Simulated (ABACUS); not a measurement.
# Energy of Sn along an even scaling of the cell

System: Sn (2 atoms in the cell).
Method: Kohn-Sham DFT of a periodic cell, PBE, PseudoDojo NC SR 0.4.1 PBE standard, no spin polarisation (ABACUS 3.10.1).

The 7 runs differ only in the geometry, by an even scaling of the cell at fixed fractional positions. The structure derives from an entry of the Crystallography Open Database.

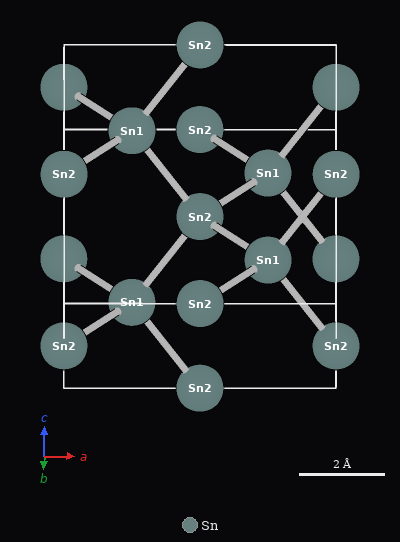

Figure 1. The structure of run 4 (ball-and-stick view of the cell 4 times as large as that of the calculation, set on its symmetry axes, seen at an oblique angle; atoms are numbered from 1 in the order of the input).

**Input of run 4**
```
INPUT_PARAMETERS
suffix              Sn
calculation         scf
basis_type          pw
pseudo_dir          ./
symmetry            1
dft_functional      pbe
ecutwfc             73
pseudo_rcut         10
nspin               1
nbands              18
ks_solver           dav
smearing_method     fd
smearing_sigma      0.00367493
scf_thr             1e-08
scf_nmax            100
mixing_type         broyden
mixing_beta         0.7
cal_force           1
cal_stress          1
kpar                4
```

**File STRU of run 4**
```
ATOMIC_SPECIES
Sn 118.7100 Sn.upf

LATTICE_CONSTANT
1.8897261246

LATTICE_VECTORS
0.0000000000 3.2333428000 3.2333428000
3.2333428000 0.0000000000 3.2333428000
3.2333428000 3.2333428000 0.0000000000

ATOMIC_POSITIONS
Direct

Sn
0.0
2
0.7500000000 0.7500000000 0.7500000000 1 1 1
0.5000000000 0.5000000000 0.5000000000 1 1 1
```

**File KPT of run 4**
```
K_POINTS
0
Gamma
7 7 7 0 0 0
```

Command:
```bash
OMP_NUM_THREADS=1 mpirun -np 4 abacus > log
```

Run 3 differs from it as follows:
```diff
-0.0000000000 3.2333428000 3.2333428000
-3.2333428000 0.0000000000 3.2333428000
-3.2333428000 3.2333428000 0.0000000000
+0.0000000000 3.2116418589 3.2116418589
+3.2116418589 0.0000000000 3.2116418589
+3.2116418589 3.2116418589 0.0000000000
```

**Results, with one run withheld**

```csv
run,volume per atom (Å³),"free energy per atom, from the lowest run given (meV)",pressure (GPa)
1,31.775,103.29,7.73
2,32.451,73.69,6.31
3,33.127,?,?
4,33.803,30.94,3.90
5,34.479,16.68,2.87
6,35.155,6.51,1.96
7,35.831,0.00,1.14
```

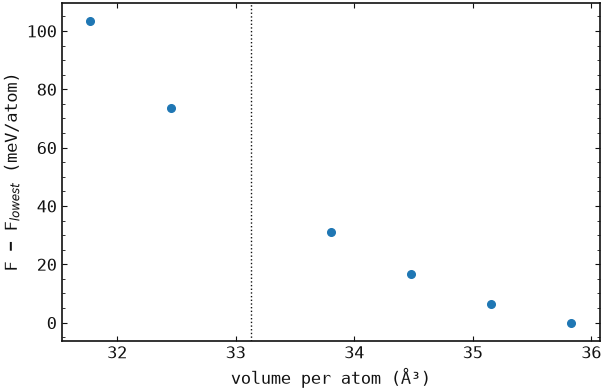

Figure 2. Free energy per atom of the runs given; the dotted line marks run 3.

What should run 3 give?

A cubic polynomial in V^(−2/3) (the Birch–Murnaghan form), fitted to the 6 runs given, misses them by under 0.01 meV per atom. With x = V^(−2/3) − 0.09554 Å⁻², it reads F = 29.507 + 12631 x + 1.2305e+06 x² + 5.5218e+06 x³ (meV per atom). At run 3 it gives 49.77 meV per atom, and the run itself gives 49.77. The slope of the fit gives a pressure −dF/dV of 5.04 GPa there, and the run prints 5.04 GPa. The fit has no minimum inside this range.

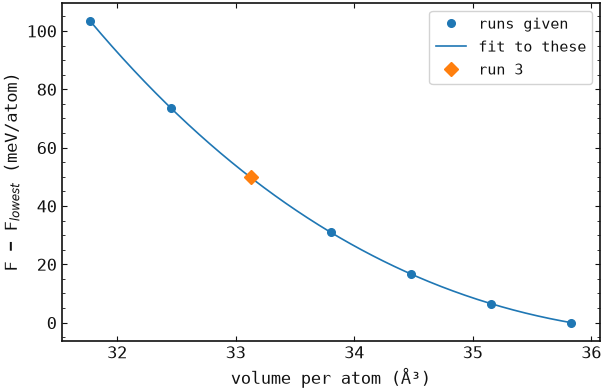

Figure 3. The fit and the withheld run.

**Some lines of the output (run 3)**
```
[...]
                          Volume (Bohr^3) = 447.103
                             Volume (A^3) = 66.2538
 E_Fermi        0.6096258987         8.2943858702
 E_Fermi        0.6171992343         8.3974263875
 E_Fermi        0.6237197123         8.4861420425
 E_Fermi        0.6243238623         8.4943619247
 E_Fermi        0.6248085262         8.5009561158
 E_Fermi        0.6248163858         8.5010630511
 E_KS(sigma->0) -315.2222651713      -4288.8189427972
 E_Fermi        0.6248674749         8.5017581532
 final etot is -4288.8197738 eV
 EFERMI = 8.5017581532 eV
 TOTAL-PRESSURE: 50.394928 KBAR
 !FINAL_ETOT_IS -4288.8197737752170724 eV
```
